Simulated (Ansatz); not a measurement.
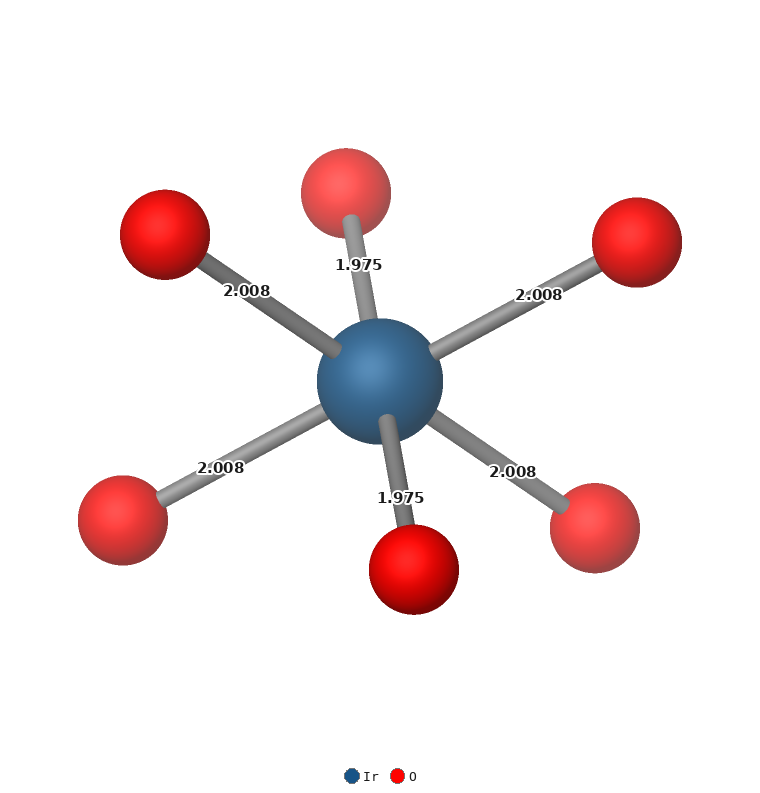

The surroundings of site Ir1 (at 0.500, 0.500, 0.500) in IrO2 (P4_2/mnm, No. 136), with bond lengths in Å.

The cell is taken from the end point of a relaxation with DFT PBE, scalar-relativistic, plane waves, PAW in Ansatz 0.2.0.

```yaml
crystal:
  lattice:
    - [4.52883, 0.00000, 0.00000]
    - [0.00000, 4.52883, 0.00000]
    - [0.00000, 0.00000, 3.17986]
  atoms:
    - { symbol: Ir, position: [0.50000, 0.50000, 0.50000] }
    - { symbol: Ir, position: [0.00000, 0.00000, 0.00000] }
    - { symbol: O, position: [0.69158, 0.69158, 0.00000] }
    - { symbol: O, position: [0.80842, 0.19158, 0.50000] }
    - { symbol: O, position: [0.30842, 0.30842, 0.00000] }
    - { symbol: O, position: [0.19158, 0.80842, 0.50000] }
```

Bond valence s = exp((R0 − d)/b), R0 fitted to published crystal structures with b = 0.37 Å; R0 in Å: Ir4+–O 1.875.

> Calculate the bond-valence sum of Ir1 from the bonds drawn.

2 × 0.763 + 4 × 0.698 = 4.32 v.u., against a formal valence of 4: overbonded (bonds short for this ion) by 0.32.

> And over the whole structure?

```csv
site,"x, y, z",formal valence,bond-valence sum,difference
Ir1,"0.500, 0.500, 0.500",+4,4.43,0.43
O1,"0.692, 0.692, 0.000",−2,2.21,0.21
```

These sums include all anions within 5 Å. The global instability index (root mean square of the differences over all atoms) is 0.30 v.u.: above 0.2, which by the usual rule of thumb marks a strained structure. Cells relaxed with PBE tend to have slightly long bonds, which lowers the sums.
